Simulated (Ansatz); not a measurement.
# Geometry relaxation, with input and output: CoSi (part 2 of 2)

The same run, continued: CoSi (P2₁3, 8 atoms in the cell); DFT PBE, scalar-relativistic, plane waves, PAW, no spin polarisation (Ansatz 0.2.0); cutoff 420 eV, 8×8×8 k-mesh, Gaussian smearing of 0.1 eV. The structure derives from a Materials Project entry.

Geometry of the input (Å; fractional positions):
```
4.3831  0.0000  0.0000
0.0000  4.3831  0.0000
0.0000  0.0000  4.3831
Co 0.8541  0.6459  0.3541
Co 0.6459  0.3541  0.8541
Co 0.3541  0.8541  0.6459
Co 0.1459  0.1459  0.1459
Si 0.1565  0.3435  0.6565
Si 0.3435  0.6565  0.1565
Si 0.6565  0.1565  0.3435
Si 0.8435  0.8435  0.8435
```

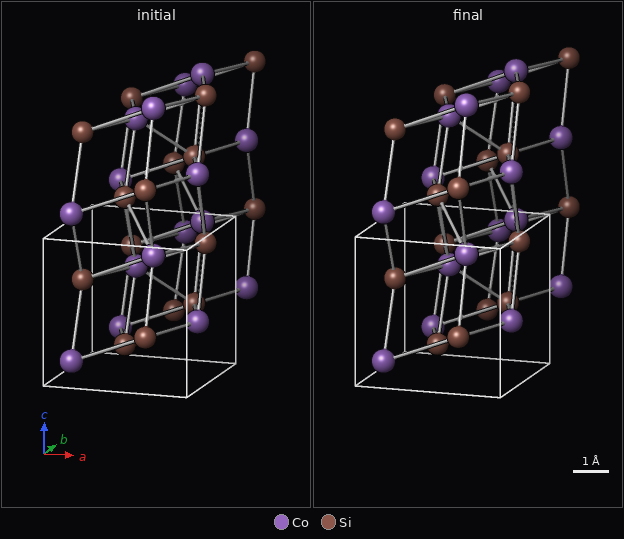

**Figure 1.** Before (left) and after (right) the relaxation, at one scale (ball-and-stick view of the cell of the calculation, repeated 1 × 2 × 2, seen slightly off an axis). The largest moves relative to the cell, 0.007 Å, are those of Co1, Co2, Co3 and Co4. By element the largest moves are Co 0.007 Å, Si 0.002 Å. The drawn cell changes as follows: a = b = c 4.383 → 4.430 Å (+1.1 %); the volume changes by +3.3 %. Among the contacts that change: Co1–Si6 2.400 → 2.432 Å, Co1–Si5 2.296 → 2.316 Å. The space group stays P2_13 (No. 198). The energy falls by 7.8 meV per atom in 4 geometry steps. The largest force component goes from 0.0088 to 0.00019 eV/Å. Pressure: 7.70 GPa at the start and 0.05 GPa at the end. A last SCF at the same geometry on a re-selected plane-wave basis shifts the energy by −0.3 meV per atom. (Atoms are counted from 1 in the order of the input.)

```
basis re-selected at this cell: Δ(F+E_penalty+E_count) = -2.052e-3 eV, ΔP = +0.047 GPa vs the last step (what re-selecting the basis moved, of the pressure what is left beyond the Pulay correction that the steps carried, after the strain that the cell walked since its last selection, with what the two solves' SCF thresholds leave and, on support functions, any second-order correction that the steps lacked; it is no measure of the basis error at this ecutwfc). This SCF's stress stands 4.66e-2 GPa from its target on what of the cell is left free (relax.cell.stress_tol is 5.00e-2 GPa) and its largest allowed force component is 1.88e-4 eV/Å (relax.f_tol is 5.00e-3 eV/Å): within both
SCF converged after 6 iterations
Free energy (F): -23052.693268 eV
Harris-Foulkes:  -23052.693268 eV  (|F-HF|=3.64e-11)
Internal energy: -23052.686502 eV  (E = F + TS)
E sigma→0 (E₀):  -23052.689885 eV
Entropy (-TS):   -0.006766 eV (-0.846 meV/atom)
Fermi energy:    16.714597 eV
--- Per-component energies (eV) ---
  E_band       = -945.665567
  E_kinetic    = 2010.788295
  E_local      = -14207.182991  (includes V_loc(G=0)·N_el)
  E_nonlocal   = 1921.072526
  E_hartree    = 6166.715308
  E_xc         = -869.706183
  E_vxc        = -1025.619212  (∫ρ·V_xc dr)
  E_paw        = -8118.554876  (= ΣΔE_a)
  E_vpaw       = -1978.154094  (= ΣTr[D̂ρ^β])
  E_aug_tail   = 0.000352  (compensation charges beyond the density's cutoff)
  E_ewald      = -9955.818933
  E_smearing   = -0.006766  (= −TS)
  E_closure    = -0.000000  (closes the sum)
  Σ components = -23052.693268   (vs F -23052.693268, Δ=0.00e0)
--- Forces (eV/Å), atoms counted from 1 ---
  atom   1  Co     0.00018814    -0.00018814     0.00018814
  atom   2  Co    -0.00018814     0.00018814     0.00018814
  atom   3  Co     0.00018814     0.00018814    -0.00018814
  atom   4  Co    -0.00018814    -0.00018814    -0.00018814
  atom   5  Si     0.00002845    -0.00002845     0.00002845
  atom   6  Si    -0.00002845     0.00002845     0.00002845
  atom   7  Si     0.00002845     0.00002845    -0.00002845
  atom   8  Si    -0.00002845    -0.00002845    -0.00002845
  max |Σ_I F_I| component: 7.63e-17 eV/Å
--- Stress (GPa, compression-positive) ---
        0.046619      -0.000000       0.000000
       -0.000000       0.046619       0.000000
        0.000000       0.000000       0.046619
  P = ⅓ Tr σ = 0.0466 GPa (0.466 kbar)
--- Band table (eV; the first three rows and the last of 45) ---
  k-point 0: bands = ["-78.1274", "-78.1157", "-78.1157", "-78.1157", "-41.5070", "-41.5070", "-41.5070", "-41.4658", "-41.4387", "-41.4387", "-41.4387", "-41.4021", "-41.4021", "-41.3867", "-41.3867", "-41.3867", "2.9828", "8.4908", "8.4908", "8.4908", "11.1769", "11.1769", "11.1769", "12.9153", "12.9153", "12.9153", "13.5696", "13.6092", "13.6092", "13.9633", "13.9633", "13.9633", "14.3866", "14.3866", "14.3866", "15.7855", "15.7855", "15.7855", "15.9197", "15.9197", "16.6940", "16.6940", "16.6940", "19.1973", "19.1973", "19.1973", "19.6091", "19.6091", "20.2646", "20.2646", "20.2646"]
  k-point 1: bands = ["-78.1270", "-78.1170", "-78.1156", "-78.1148", "-41.5108", "-41.5076", "-41.5018", "-41.4669", "-41.4446", "-41.4402", "-41.4312", "-41.4017", "-41.4006", "-41.3881", "-41.3878", "-41.3859", "3.0996", "7.6966", "8.5652", "9.0600", "10.7431", "11.2469", "11.7704", "12.3163", "12.6603", "13.4512", "13.4761", "13.6326", "13.7942", "13.9237", "13.9640", "13.9745", "14.2988", "14.3685", "14.5967", "15.6580", "15.6755", "15.8917", "15.9240", "15.9512", "16.5097", "16.6477", "16.9893", "18.7062", "18.8491", "19.1470", "19.2350", "19.8764", "20.4450", "20.4771", "20.6792"]
  k-point 2: bands = ["-78.1260", "-78.1187", "-78.1153", "-78.1144", "-41.5129", "-41.5090", "-41.4956", "-41.4703", "-41.4485", "-41.4435", "-41.4227", "-41.4009", "-41.3970", "-41.3908", "-41.3900", "-41.3860", "3.4463", "6.7125", "8.7824", "9.5118", "10.5499", "11.4013", "11.7134", "12.2154", "12.4260", "13.1354", "13.6925", "13.7047", "13.8998", "13.9830", "14.0221", "14.0774", "14.2827", "14.4137", "14.7376", "15.3879", "15.6211", "15.8153", "15.9414", "16.0400", "16.3845", "16.5166", "17.4354", "18.3712", "18.3891", "18.6154", "19.1103", "20.2048", "20.6828", "20.7315", "21.3538"]
  k-point 44: bands = ["-78.1186", "-78.1186", "-78.1186", "-78.1186", "-41.5004", "-41.5004", "-41.5004", "-41.5004", "-41.4309", "-41.4309", "-41.4309", "-41.4309", "-41.3859", "-41.3859", "-41.3859", "-41.3859", "7.2341", "7.2341", "7.2341", "7.2341", "9.7209", "9.7209", "9.7209", "9.7209", "13.6606", "13.6606", "13.6606", "13.6606", "13.8713", "13.8713", "13.8713", "13.8713", "15.3650", "15.3650", "15.3650", "15.3650", "15.4756", "15.4756", "15.4756", "15.4756", "16.4796", "16.4796", "16.4796", "16.4796", "22.0832", "22.0832", "22.0832", "22.0832", "22.4576", "22.4576", "22.4576"]
--- Relaxed structure (5 steps of the walk, 5 accepted, 1 SCFs on fresh bases) ---
  F+E_penalty+E_count = -23052.69326811 eV   max|allowed force component| = 1.881e-4 eV/Å   (the final SCF, on the basis selected at the relaxed cell)
  cell:  # Å, volume = 86.9565 Å³
    - [4.430309096585463, 7.703719777548943e-34, -9.62964972193618e-34]
    - [7.703719777548943e-34, 4.430309096585463, -1.6049416203226965e-35]
    - [-1.0913603018194335e-33, -1.6049416203226965e-35, 4.430309096585463]
  atoms:
    - { symbol: Co, position: [0.8549680509759703, 0.6450319490240296, 0.3549680509759705] }
    - { symbol: Co, position: [0.6450319490240296, 0.3549680509759705, 0.8549680509759703] }
    - { symbol: Co, position: [0.3549680509759705, 0.8549680509759703, 0.6450319490240296] }
    - { symbol: Co, position: [0.14503194902402947, 0.1450319490240295, 0.14503194902402947] }
    - { symbol: Si, position: [0.15681824818595563, 0.3431817518140443, 0.6568182481859555] }
    - { symbol: Si, position: [0.3431817518140443, 0.6568182481859555, 0.15681824818595563] }
    - { symbol: Si, position: [0.6568182481859555, 0.15681824818595563, 0.3431817518140443] }
    - { symbol: Si, position: [0.8431817518140444, 0.8431817518140444, 0.8431817518140444] }
```

Trajectory as extended XYZ (Å, eV, eV/Å), 6 frames, from step=1 to step=6:
```
8
Lattice="4.3831 0.0000 0.0000 0.0000 4.3831 0.0000 0.0000 0.0000 4.3831" Properties=species:S:1:pos:R:3:forces:R:3 step=1 energy=-23052.62904 pressure_GPa=7.70
Co    3.7436    2.8311    1.5520   -0.0082   0.0082  -0.0082
Co    2.8311    1.5520    3.7436    0.0082  -0.0082  -0.0082
Co    1.5520    3.7436    2.8311   -0.0082  -0.0082   0.0082
Co    0.6395    0.6395    0.6395    0.0082   0.0082   0.0082
Si    0.6861    1.5054    2.8777   -0.0088   0.0088  -0.0088
Si    1.5054    2.8777    0.6861    0.0088  -0.0088  -0.0088
Si    2.8777    0.6861    1.5054   -0.0088  -0.0088   0.0088
Si    3.6970    3.6970    3.6970    0.0088   0.0088   0.0088
8
Lattice="4.4080 0.0000 0.0000 0.0000 4.4080 0.0000 0.0000 0.0000 4.4080" Properties=species:S:1:pos:R:3:forces:R:3 step=2 energy=-23052.67798 pressure_GPa=3.46
Co    3.7655    2.8464    1.5615    0.0061  -0.0061   0.0061
Co    2.8464    1.5615    3.7655   -0.0061   0.0061   0.0061
Co    1.5615    3.7655    2.8464    0.0061   0.0061  -0.0061
Co    0.6424    0.6424    0.6424   -0.0061  -0.0061  -0.0061
Si    0.6904    1.5136    2.8943   -0.0011   0.0011  -0.0011
Si    1.5136    2.8943    0.6904    0.0011  -0.0011  -0.0011
Si    2.8943    0.6904    1.5136   -0.0011  -0.0011   0.0011
Si    3.7176    3.7176    3.7176    0.0011   0.0011   0.0011
8
Lattice="4.4289 0.0000 0.0000 0.0000 4.4289 0.0000 0.0000 0.0000 4.4289" Properties=species:S:1:pos:R:3:forces:R:3 step=3 energy=-23052.69109 pressure_GPa=0.16
Co    3.7848    2.8585    1.5704    0.0117  -0.0117   0.0117
Co    2.8585    1.5704    3.7848   -0.0117   0.0117   0.0117
Co    1.5704    3.7848    2.8585    0.0117   0.0117  -0.0117
Co    0.6441    0.6441    0.6441   -0.0117  -0.0117  -0.0117
Si    0.6941    1.5203    2.9086    0.0036  -0.0036   0.0036
Si    1.5203    2.9086    0.6941   -0.0036   0.0036   0.0036
Si    2.9086    0.6941    1.5203    0.0036   0.0036  -0.0036
Si    3.7348    3.7348    3.7348   -0.0036  -0.0036  -0.0036
8
Lattice="4.4302 0.0000 0.0000 0.0000 4.4302 0.0000 0.0000 0.0000 4.4302" Properties=species:S:1:pos:R:3:forces:R:3 step=4 energy=-23052.69117 pressure_GPa=-0.01
Co    3.7866    2.8587    1.5715    0.0078  -0.0078   0.0078
Co    2.8587    1.5715    3.7866   -0.0078   0.0078   0.0078
Co    1.5715    3.7866    2.8587    0.0078   0.0078  -0.0078
Co    0.6436    0.6436    0.6436   -0.0078  -0.0078  -0.0078
Si    0.6945    1.5206    2.9096    0.0025  -0.0025   0.0025
Si    1.5206    2.9096    0.6945   -0.0025   0.0025   0.0025
Si    2.9096    0.6945    1.5206    0.0025   0.0025  -0.0025
Si    3.7357    3.7357    3.7357   -0.0025  -0.0025  -0.0025
8
Lattice="4.4303 0.0000 0.0000 0.0000 4.4303 0.0000 0.0000 0.0000 4.4303" Properties=species:S:1:pos:R:3:forces:R:3 step=5 energy=-23052.69122 pressure_GPa=-0.00
Co    3.7878    2.8577    1.5726    0.0001  -0.0001   0.0001
Co    2.8577    1.5726    3.7878   -0.0001   0.0001   0.0001
Co    1.5726    3.7878    2.8577    0.0001   0.0001  -0.0001
Co    0.6425    0.6425    0.6425   -0.0001  -0.0001  -0.0001
Si    0.6948    1.5204    2.9099    0.0000   0.0000   0.0000
Si    1.5204    2.9099    0.6948    0.0000   0.0000   0.0000
Si    2.9099    0.6948    1.5204    0.0000   0.0000   0.0000
Si    3.7356    3.7356    3.7356    0.0000   0.0000   0.0000
8
Lattice="4.4303 0.0000 0.0000 0.0000 4.4303 0.0000 0.0000 0.0000 4.4303" Properties=species:S:1:pos:R:3:forces:R:3 step=6 energy=-23052.69327 pressure_GPa=0.05
Co    3.7878    2.8577    1.5726    0.0002  -0.0002   0.0002
Co    2.8577    1.5726    3.7878   -0.0002   0.0002   0.0002
Co    1.5726    3.7878    2.8577    0.0002   0.0002  -0.0002
Co    0.6425    0.6425    0.6425   -0.0002  -0.0002  -0.0002
Si    0.6948    1.5204    2.9099    0.0000   0.0000   0.0000
Si    1.5204    2.9099    0.6948    0.0000   0.0000   0.0000
Si    2.9099    0.6948    1.5204    0.0000   0.0000   0.0000
Si    3.7356    3.7356    3.7356    0.0000   0.0000   0.0000
```

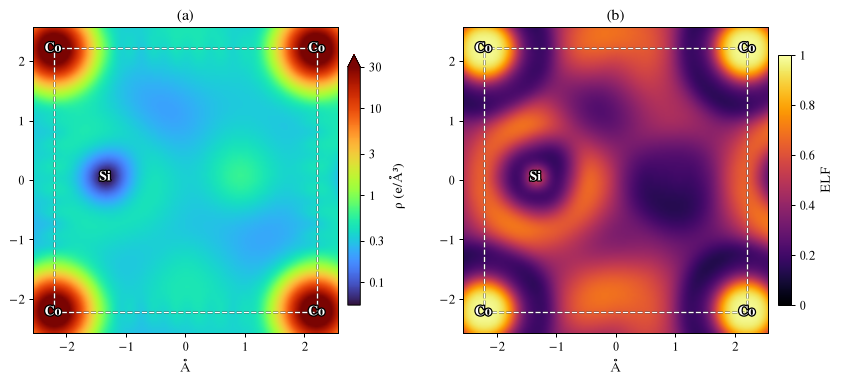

**Figure 2.** (a) valence electron density; (b) ELF on the (100) plane of the conventional cell. Co–Si (2.33 Å): ρ is about 0.47 e/Å³ halfway; the ELF is about 0.45 at the midpoint. Co–Si (2.43 Å): ρ at the midpoint is about 0.41 e/Å³; the ELF is about 0.50 at the midpoint. Away from the nuclei the density in this plane falls to 0.21 e/Å³ at its lowest. The strong features right at Co lie inside the PAW spheres (semicore, d or f shells) and say nothing about bonding. In a PAW calculation such maps are meaningful between the atoms, not at the nuclei.
